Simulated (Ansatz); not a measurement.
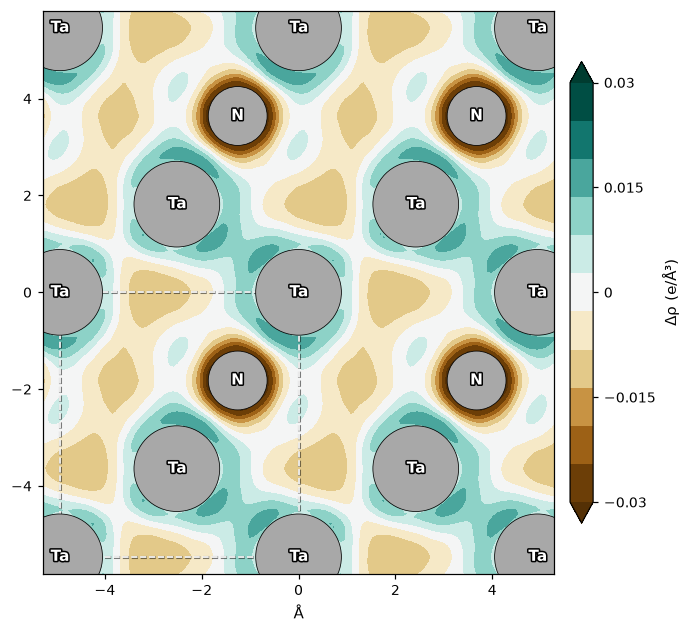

Ta2N. Difference of the valence pseudo-densities of two functionals at the same geometry, on the (110) plane of the calculation cell: LDA less r2SCAN.

Both computed with Ansatz (plane waves, PAW), on the same k-point mesh. Grey discs cover the atomic cores.

Where does the change of functional move the electrons?

Against r2SCAN, LDA gives more density around Ta (+0.009 e/Å³ on average at 1.2 Å from the nucleus), less density around N (−0.022 e/Å³ on average at 0.8 Å from the nucleus), less density in the space between the atoms (−0.007 e/Å³ on average) and a change of +0.013 e/Å³ at the midpoint of Ta–N and +0.009 e/Å³ at the midpoint of Ta–Ta.
